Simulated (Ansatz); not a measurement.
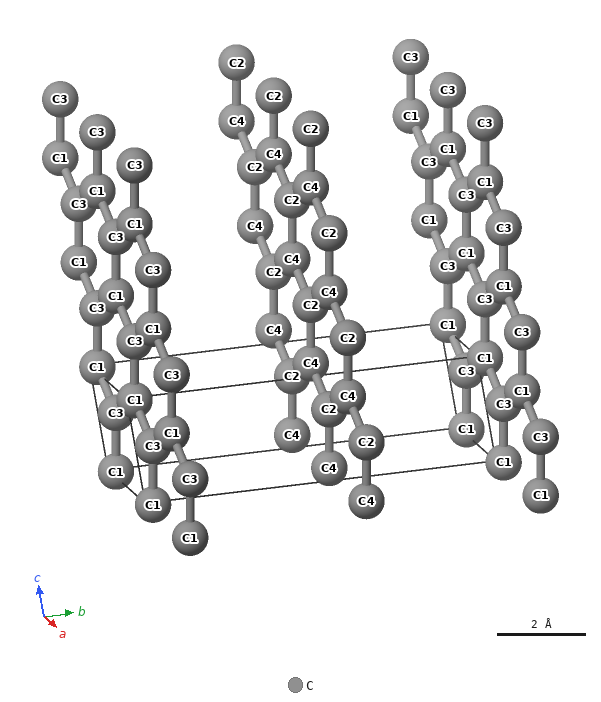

The structure (ball-and-stick view of the cell of the calculation, set on other vectors, repeated 3 × 1 × 4, seen at an oblique angle; atoms are numbered from 1 in the order of the input). An atom can appear more than once, as a periodic image.

**Two runs on C**

System: C (4 atoms in the cell).
Method of run 1: DFT PBE, scalar-relativistic, plane waves, PAW, PAW set soft_1, no spin polarisation (Ansatz 0.2.0).

The structure derives from an entry of the Crystallography Open Database. Text and figures count atoms from 1; the logs count them from 0 in places.

Input, run 1:
```yaml
crystal:
  lattice:
    - [2.4665231295, 0.0, 0.0]
    - [-1.2332615647, 2.1360716891, 0.0]
    - [0.0, 0.0, 8.5653080463]
  atoms:
    - { symbol: C, position: [-0.0731669617, 0.1998958569, 0.0025] }
    - { symbol: C, position: [0.0731669617, -0.1998958569, 0.5025] }
    - { symbol: C, position: [0.2601649803, 0.8665663246, 0.0025] }
    - { symbol: C, position: [0.7398350197, 0.1334336754, 0.5025] }
basis:
  ecutwfc: 520.0
kpoints:
  mp_grid: { grid: [18, 18, 6] }
hamiltonian:
  xc: pbe
  pseudopotentials: { kind: paw, azcp: { folder: soft_1 } }
scf:
  occupations: { method: gaussian, width: 0.15 }
output:
  forces: true
  stress: true
  eigenvalues: true
```

Launched with:
```bash
ansatz run input.yaml --threads 2 --pin off --max-ram 4096MiB --backend cpu --events-out ev --progress --plain --runs-dir out
```

Hardware: 2 threads of Arm Neoverse N1, 98 GiB of memory available, shared host.

Output, shortened to warnings, some set-up lines, iterations and results (run 1):
```
Basis set: ecut = 520 eV, 1201 PW (Γ), exchange–correlation on 40×40×128 points (8 copies of the dense FFT grid, shifted against one another)
Symmetry: 4 space group operations
k-points: 656 of 1944
Initial density: superposition of atomic densities (chi_scale 0.1, normalization cell)
[...]
SCF iter   1: F=—  HF=-1006.053497 eV  |F-HF|=—  |Δ(HF+E_count)|=         —  Δρ=1.13e-1  dr2=5.26e0  ethr=3.10e-3  ⟨swp⟩=5.6  Hψ=47036  notcnv=0
SCF iter   2: F=—  HF=-1004.192889 eV  |F-HF|=—  |Δ(HF+E_count)|=    1.86e0  Δρ=4.17e-2  dr2=8.80e-1  ethr=3.10e-3  ⟨swp⟩=3.5  Hψ=25953  notcnv=0
SCF iter   3: F=—  HF=-1003.777920 eV  |F-HF|=—  |Δ(HF+E_count)|=   4.15e-1  Δρ=6.51e-3  dr2=6.34e-3  ethr=3.10e-3  ⟨swp⟩=2.9  Hψ=21344  notcnv=0
SCF iter   4: F=—  HF=-1003.779144 eV  |F-HF|=—  |Δ(HF+E_count)|=   1.22e-3  Δρ=5.97e-4  dr2=1.78e-4  ethr=3.96e-5  ⟨swp⟩=2.6  Hψ=13929  notcnv=0
SCF iter   5: F=—  HF=-1003.779101 eV  |F-HF|=—  |Δ(HF+E_count)|=   4.25e-5  Δρ=1.44e-4  dr2=9.82e-6  ethr=1.11e-6  ⟨swp⟩=2.2  Hψ=12901  notcnv=0
SCF iter   6: F=—  HF=-1003.779120 eV  |F-HF|=—  |Δ(HF+E_count)|=   1.88e-5  Δρ=6.66e-5  dr2=1.91e-6  ethr=6.14e-8  ⟨swp⟩=2.0  Hψ=12946  notcnv=0
SCF iter   7: F=-1003.779120 eV  HF=-1003.779120 eV  |F-HF|=1.04e-8  |Δ(HF+E_count)|=   6.25e-8  Δρ=7.21e-6  dr2=1.68e-8  ethr=6.25e-10  ⟨swp⟩=5.5  Hψ=51651  notcnv=0
SCF 1 converged in 7 iterations: F = -1003.779120 eV  dr2 = 1.68e-8
SCF converged after 7 iterations
Free energy (F): -1003.779120 eV
Harris-Foulkes:  -1003.779120 eV  (|F-HF|=1.04e-8)
Internal energy: -1003.777563 eV  (E = F + TS)
E sigma→0 (E₀):  -1003.778342 eV
Entropy (-TS):   -0.001557 eV (-0.389 meV/atom)
Fermi energy:    4.579493 eV
--- Per-component energies (eV) ---
  E_band       = -73.067062
  E_kinetic    = 353.614725
  E_local      = -886.638333  (includes V_loc(G=0)·N_el)
  E_nonlocal   = 93.814980
  E_hartree    = 314.295464
  E_xc         = -187.670484
  E_vxc        = -231.069643  (∫ρ·V_xc dr)
  E_paw        = -400.406988  (= ΣΔE_a)
  E_vpaw       = -31.376415  (= ΣTr[D̂ρ^β])
  E_aug_tail   = 0.000001  (compensation charges beyond the density's cutoff)
  E_ewald      = -290.786931
  E_smearing   = -0.001557  (= −TS)
  E_closure    = 0.000000  (closes the sum)
  Σ components = -1003.779120   (vs F -1003.779120, Δ=0.00e0)
--- Forces (eV/Å), atoms counted from 1 ---
  atom   1  C      0.00025435     0.00062413    -0.00000000
  atom   2  C     -0.00025435    -0.00062413     0.00000000
  atom   3  C      0.00119671    -0.00008022    -0.00000000
  atom   4  C     -0.00119671     0.00008022     0.00000000
  max |Σ_I F_I| component: 0.00e0 eV/Å
--- Stress (GPa, compression-positive) ---
       -0.020520       0.000811       0.000000
        0.000811      -0.024858       0.000000
        0.000000       0.000000       0.105766
  P = ⅓ Tr σ = 0.0201 GPa (0.201 kbar)
```

Run 2 used a changed input.

The two runs side by side:

| quantity | run 1 | run 2 |
| --- | --- | --- |
| outcome | converged | converged |
| free energy per atom (eV) | −250.9448 | −250.9433 |
| gap on the mesh (eV) | 0.00 | 0.00 |
| pressure (GPa) | 0.02 | 0.02 |
| largest force (eV/Å) | 0.001 | 0.001 |
| SCF iterations | 7 | 8 |
| irreducible k-points | 656 | 656 |
| plane waves at Γ | 1201 | 839 |
| wall time (shared host) | 26 s | 26 s |

What was changed in the input?

The change (lines with − go, lines with + come):
```diff
-  ecutwfc: 520.0
+  xc_grid: 2
```

The free energy of run 2 is 1.5 meV per atom higher, which measures how much it depends on this numerical setting. More plane waves can only lower the energy of a fixed Hamiltonian, so the higher cutoff gives the lower value. The SCF takes 8 iterations against 7. The plane waves at Γ go from 1201 to 839.

Output, shortened to warnings, some set-up lines, iterations and results (run 2):
```
Basis set: ecut = 420 eV, 839 PW (Γ), exchange–correlation on 36×36×120 points (8 copies of the dense FFT grid, shifted against one another)
Symmetry: 4 space group operations
k-points: 656 of 1944
Initial density: superposition of atomic densities (chi_scale 0.1, normalization cell)
[...]
SCF iter   1: F=—  HF=-1006.046291 eV  |F-HF|=—  |Δ(HF+E_count)|=         —  Δρ=1.13e-1  dr2=5.25e0  ethr=3.10e-3  ⟨swp⟩=5.6  Hψ=46890  notcnv=0
SCF iter   2: F=—  HF=-1004.189616 eV  |F-HF|=—  |Δ(HF+E_count)|=    1.86e0  Δρ=4.18e-2  dr2=8.85e-1  ethr=3.10e-3  ⟨swp⟩=3.6  Hψ=25939  notcnv=0
SCF iter   3: F=—  HF=-1003.772261 eV  |F-HF|=—  |Δ(HF+E_count)|=   4.17e-1  Δρ=6.55e-3  dr2=6.34e-3  ethr=3.10e-3  ⟨swp⟩=2.9  Hψ=21216  notcnv=0
SCF iter   4: F=—  HF=-1003.773272 eV  |F-HF|=—  |Δ(HF+E_count)|=   1.01e-3  Δρ=6.38e-4  dr2=2.00e-4  ethr=3.96e-5  ⟨swp⟩=2.6  Hψ=13552  notcnv=0
SCF iter   5: F=—  HF=-1003.773230 eV  |F-HF|=—  |Δ(HF+E_count)|=   4.20e-5  Δρ=3.06e-4  dr2=3.92e-5  ethr=1.25e-6  ⟨swp⟩=2.0  Hψ=13047  notcnv=0
SCF iter   6: F=—  HF=-1003.773231 eV  |F-HF|=—  |Δ(HF+E_count)|=   9.79e-7  Δρ=6.81e-5  dr2=2.01e-6  ethr=2.45e-7  ⟨swp⟩=2.5  Hψ=13551  notcnv=0
SCF iter   7: F=—  HF=-1003.773232 eV  |F-HF|=—  |Δ(HF+E_count)|=   7.05e-7  Δρ=1.13e-5  dr2=1.56e-7  ethr=1.26e-8  ⟨swp⟩=2.1  Hψ=12994  notcnv=0
SCF iter   8: F=-1003.773232 eV  HF=-1003.773232 eV  |F-HF|=1.89e-9  |Δ(HF+E_count)|=   6.49e-8  Δρ=1.78e-6  dr2=3.41e-9  ethr=6.25e-10  ⟨swp⟩=6.4  Hψ=41163  notcnv=0
SCF 1 converged in 8 iterations: F = -1003.773232 eV  dr2 = 3.41e-9
SCF converged after 8 iterations
Free energy (F): -1003.773232 eV
Harris-Foulkes:  -1003.773232 eV  (|F-HF|=1.89e-9)
Internal energy: -1003.771676 eV  (E = F + TS)
E sigma→0 (E₀):  -1003.772454 eV
Entropy (-TS):   -0.001556 eV (-0.389 meV/atom)
Fermi energy:    4.579483 eV
--- Per-component energies (eV) ---
  E_band       = -73.070723
  E_kinetic    = 353.713996
  E_local      = -886.626398  (includes V_loc(G=0)·N_el)
  E_nonlocal   = 93.707024
  E_hartree    = 314.291317
  E_xc         = -187.697259
  E_vxc        = -231.105079  (∫ρ·V_xc dr)
  E_paw        = -400.373490  (= ΣΔE_a)
  E_vpaw       = -31.341089  (= ΣTr[D̂ρ^β])
  E_aug_tail   = 0.000066  (compensation charges beyond the density's cutoff)
  E_ewald      = -290.786931
  E_smearing   = -0.001556  (= −TS)
  E_closure    = 0.000000  (closes the sum)
  Σ components = -1003.773232   (vs F -1003.773232, Δ=0.00e0)
--- Forces (eV/Å), atoms counted from 1 ---
  atom   1  C      0.00024551     0.00061667    -0.00000000
  atom   2  C     -0.00024551    -0.00061667     0.00000000
  atom   3  C      0.00119762    -0.00007632    -0.00000000
  atom   4  C     -0.00119762     0.00007632     0.00000000
  max |Σ_I F_I| component: 0.00e0 eV/Å
--- Stress (GPa, compression-positive) ---
       -0.023434       0.000807       0.000000
        0.000807      -0.027725       0.000000
        0.000000       0.000000       0.102696
  P = ⅓ Tr σ = 0.0172 GPa (0.172 kbar)
```
